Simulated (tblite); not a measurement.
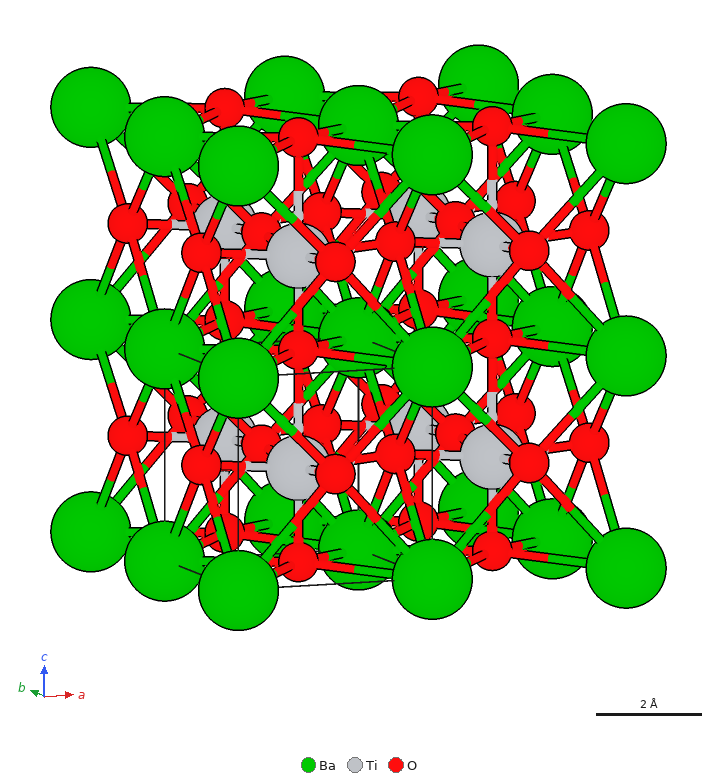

**Figure 1.** The structure as given in the input (ball-and-stick view of the cell of the calculation, repeated 2 × 2 × 2, seen slightly off an axis).

## BaTiO₃: single-point calculation

BaTiO₃ (P4mm, 5 atoms in the cell), computed with GFN1-xTB tight binding on a periodic cluster of cells at the zone centre (tblite 0.8.0).

The structure derives from an entry of the Crystallography Open Database. The run did not end well. The geometry comes from this level: r2SCAN.

## The input
```python
import json
from ase import Atoms
from ase.build import make_supercell
from ase.units import Bohr, GPa, Hartree
from tblite.interface import Calculator

atoms = Atoms(['Ba', 'Ti', 'O', 'O', 'O'],
              cell=[[3.972365, 0.0, -0.0], [0.0, 3.972365, 0.0], [-0.0, 0.0, 4.112229]],
              scaled_positions=[[0.0, 0.0, -0.004358], [0.5, 0.5, 0.477526], [0.5, 0.5, 0.034545], [0.5, 0.0, 0.517643], [0.0, 0.5, 0.517643]],
              pbc=True)
cluster = make_supercell(atoms, [[3, 0, 0], [0, 3, 0], [0, 0, 2]])
calc = Calculator('GFN1-xTB', cluster.numbers, cluster.positions / Bohr, lattice=cluster.cell[:] / Bohr, periodic=cluster.pbc)
calc.set('temperature', 0.02 / Hartree)
calc.set('max-iter', 150)
res = calc.singlepoint()
levels = res.get('orbital-energies') * Hartree
nv = round(res.get('orbital-occupations').sum() / 2)
cells = len(cluster) // len(atoms)
out = {'energy_per_cell': res.get('energy') * Hartree / cells, 'homo': levels[nv - 1], 'lumo': levels[nv],
       'stress': (-res.get('virial') * Hartree / cluster.get_volume() / GPa).tolist(), 'charges': res.get('charges')[:len(atoms)].tolist(), 'electrons': 2 * nv / cells}
json.dump(out, open('results.json', 'w'))
for key, value in out.items():
    print(key, value)
```

Run as:
```bash
python run.py
```

## What the program printed
```
------------------------------------------------------------
  cycle        total energy    energy error   density error
------------------------------------------------------------
      1    -0.1188177580830   0.0000000E+00   3.3737017E-01
------------------------------------------------------------

tblite.exceptions.TBLiteRuntimeError: (sygvd) failed to solve eigenvalue problem. info=63
```

## Outcome

| quantity | value |
| --- | --- |
| outcome | ended with an error |
| space group (tolerance 0.01 Å) | P4mm (99) |
| hardware | 1 thread of Intel Xeon @ 2.50GHz (Skylake/Cascade Lake), 189 GiB of memory available, shared host |
| wall time | 5.1 s |
| peak memory | 0.12 GiB |

The run ended with an error.
